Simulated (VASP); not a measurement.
The compound is Ir (space group P6_3/mmc, No. 194), taken as the end point of a relaxation with VASP Kohn-Sham DFT of a periodic cell, LDA, VASP PAW LDA potentials, recommended in VASP 6.6.1.

```xyz
2
Lattice="2.7014 0.0000 0.0000 -1.3507 2.3395 0.0000 0.0000 0.0000 4.4291" Properties=species:S:1:pos:R:3 pbc="T T T"
Ir    0.0000    1.5597    1.1073
Ir    1.3507    0.7798    3.3218
```

Bonds are taken as Ir–Ir below 3 Å. The graph is simplified in the usual way: terminal and isolated atoms are pruned, two-connected atoms become edges.

What net does this leave?

The result is a uninodal 12-connected, three-periodic net: Ir is a 12-connected node. It is the hcp net, known from hexagonal close packing. It is a single net, without interpenetration.

```csv
node,links,point symbol,coordination sequence
Ir,12,3²⁴·4³³·5⁹,12 44 96 170 264 380
```

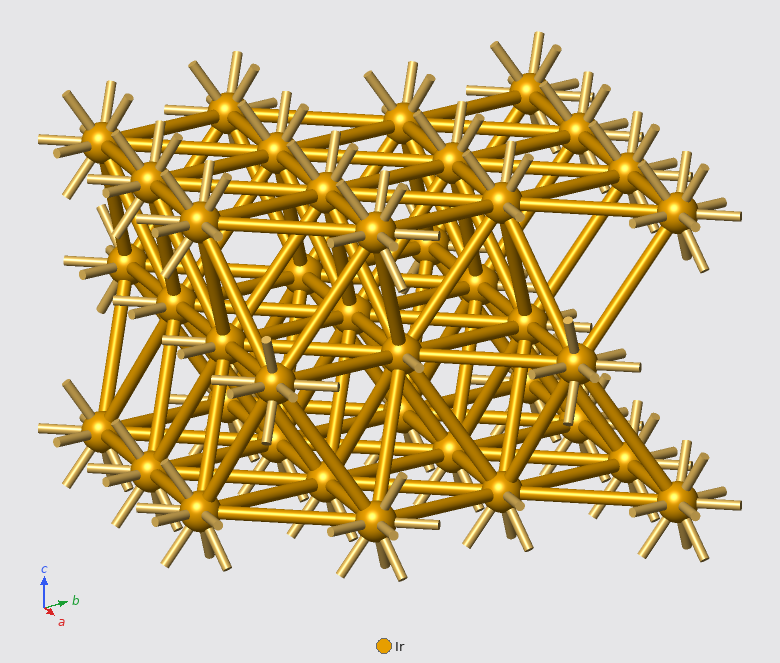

Nodes are coloured by topological kind. Short stubs are edges that leave the cut-out.
